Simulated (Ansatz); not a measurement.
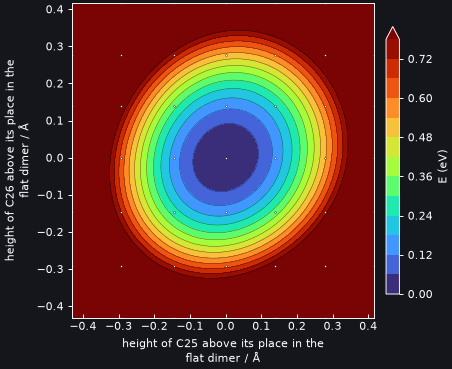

A C(100) slab cut from the Fd-3m phase, its lower face capped with 8 H atoms (36 atoms in the cell). 
- Two atoms of the surface dimers are held at set heights.
- First axis: height of C25 above its place in the flat dimer. Second axis: height of C26 above its place in the flat dimer.
- Relaxed at each point: all atoms of the upper layers, but for the two heights.
- The grid has 7 × 7 points; 28 points were computed and 21 follow by symmetry.
- Points are written as (first, second).
- All energies are given in eV relative to the lowest grid point.
- These are results of DFT PBE, scalar-relativistic, plane waves, PAW in Ansatz, not measurements. Settings: cutoff 420 eV, k-mesh 5×5×1, gaussian smearing 0.05 eV, no spin polarisation.

In the figure: filled contours, dots at the grid points, one colour for all values above the top of the scale. Between grid points the surface is interpolated.

Q: Estimate the position of the minimum and the force constants in these coordinates.

A: The interpolated minimum is at the first coordinate ≈ 0.000 Å, the second coordinate ≈ 0.000 Å. The curvatures there are about 14 eV/Å² and 14 eV/Å², with a cross term of about −1.7 eV/Å² (per cell of 36 atoms). Round the minimum the two coordinates are weakly coupled (coupling −0.12 in units of the two stiffnesses).
